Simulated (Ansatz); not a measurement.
**Zr₂C: density, localisation and related maps**

```
Zr C
1.0
     0.00000   -1.92806    5.38533
     0.00000   -5.78417    0.00000
     5.00924   -2.89208    0.00000
Zr C
6 3
Cartesian
  3.3395 -5.7842 3.9449
  1.6697 -2.8921 3.9449
  0.0000 -5.7842 3.9449
  3.3395 -7.7122 1.4405
  1.6697 -4.8202 1.4405
  0.0000 -1.9280 1.4405
  3.3395 -3.8561 2.6927
  1.6697 -6.7482 2.6927
  0.0000 -3.8561 2.6927
```

Space group R-3m; a structure from a database of computed crystals, not necessarily the ambient phase.

All numbers below come from Ansatz, DFT r2SCAN, scalar-relativistic, plane waves, PAW.

The density is the valence pseudo-density of a PAW calculation; it isn't the true density close to the nuclei.

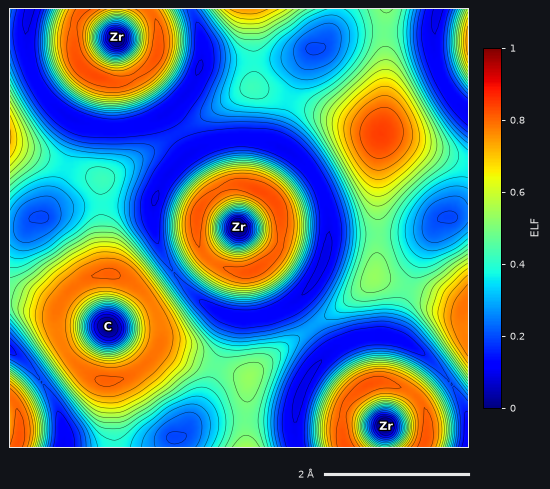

Figure 1. Electron localisation function on the (001) plane of the calculation cell.

### What does the map show?

The plane passes through Zr and C nuclei. Zr–C (2.30 Å): the ELF peaks at about 0.80 in the valence shell of C, 0.7 Å from its nucleus, and is about 0.20 at the midpoint; no localised pair shows between them. Zr–Zr (3.16 Å): the ELF is about 0.15 at the midpoint (no localised pair shows between them). The ELF has a maximum of about 0.85 in the space between the atoms, 2.4 Å from six Zr atoms, on no atom or two-centre bond. The features right at Zr lie inside the PAW spheres, where the map follows smoothed inner orbitals and isn't to be read closely.

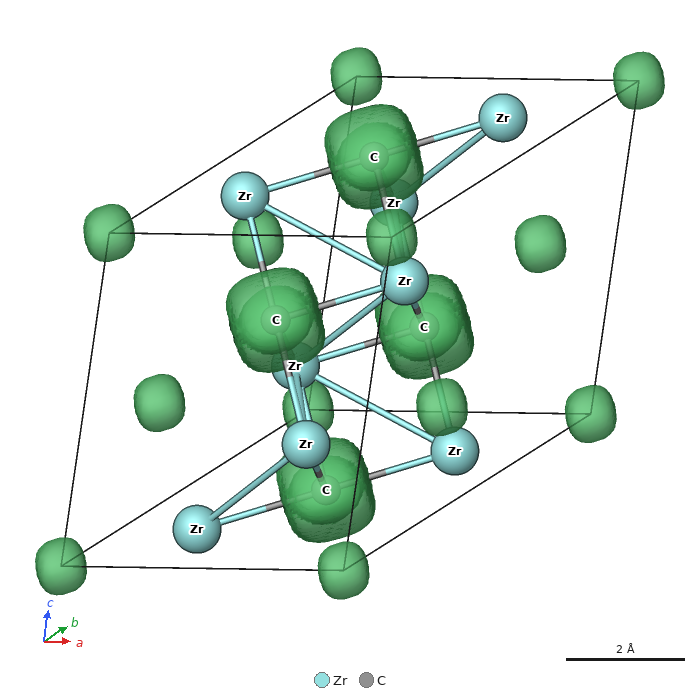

Figure 2. Isosurface of the ELF at 0.75 (green), seen at an oblique angle. Core shells and regions of very low density are left out. Sticks mark near contacts.

### What do the ELF domains correspond to?

The surface consists of three regions wrapped around C (the valence shell of each) and three pockets between the atoms, centred on no nucleus (multi-centre or interstitial), counted in one cell of 9 atoms. Regions shared between cells count once.

### Does the calculation make it a metal, or give it a gap?

It is gapless in this calculation (a metal or semimetal).
